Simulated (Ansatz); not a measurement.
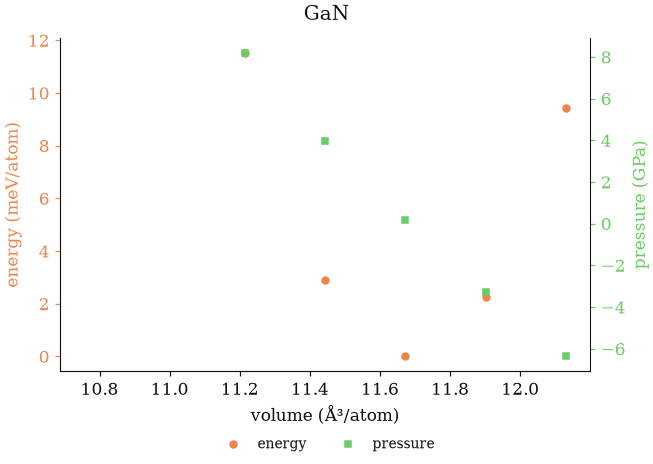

The figure shows the energy and pressure against volume for GaN, space group F-43m (No. 216).

Starting cell:
```xyz
2
Lattice="0.0000 2.2535 2.2535 2.2535 0.0000 2.2535 2.2535 2.2535 0.0000" Properties=species:S:1:pos:R:3 pbc="T T T"
Ga    0.0000    0.0000    0.0000
N     1.1268    1.1268    1.1268
```

Calculation (Ansatz 0.2.0): plane-wave DFT, no spin polarisation; energies at scaled volumes of the given cell, shape and fractions fixed, counted from the fit's minimum, third-order Birch-Murnaghan fit. Level: B3LYP.

```
       setting        value
        k mesh        5×5×5
   occupations  Fermi–Dirac
smearing width      0.05 eV
    potentials   Ansatz PAW
   wave cutoff       420 eV
density cutoff      1680 eV
```

The points at volume 10.76 Å³/atom and 10.99 Å³/atom are left out of the plot. What values does the calculation give there?

```
volume (Å³/atom)  energy (meV/atom)  pressure (GPa)
           10.76              48.59           18.05
           10.99              26.29           12.85
```

Note: coarse k mesh; the functional was run on potentials made for another functional.
